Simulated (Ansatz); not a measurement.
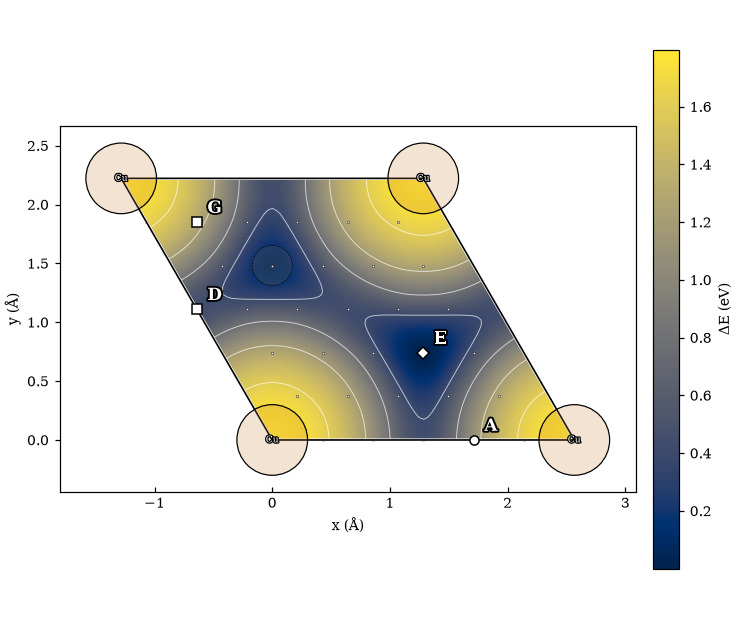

O on a Cu(111) slab cut from the Fm-3m phase, its upper half relaxed before the scan (12 atoms of substrate and one adsorbate in a 2 × 2 cell). O is moved over the surface cell; relaxed at each place: the height of the adsorbate's atoms; substrate rigid; the origin of the map has the adsorbate above Cu9. Places are given modulo a cell vector. The map is drawn in real space over the plane of the surface. The scan uses a 6 × 6 grid; 10 points were computed and 26 follow by symmetry. Places are given in fractions of the 1 × 1 surface cell. All energies are given in eV relative to the lowest grid point. The runs have no spin polarisation; a magnetic state may lie lower. Theory: Ansatz 0.2.0, DFT PBE, scalar-relativistic, plane waves, PAW. Settings: cutoff 420 eV, k-mesh 6×6×1, gaussian smearing 0.1 eV, no spin polarisation.

Drawn: a smooth colour map with a few white contour lines, dots at the grid points, labelled circles for the atoms of the top layer and small ones for the second layer, the outline of one cell of the plane, lettered points. Between grid points the surface is interpolated.

### Is A the lowest point of the computed grid?

No. A lies 1.09 eV above the lowest grid point, which is at a threefold hollow over a third-layer Cu atom, (4/6, 2/6) of the cell vectors.

PAW datasets: the set soft_1.
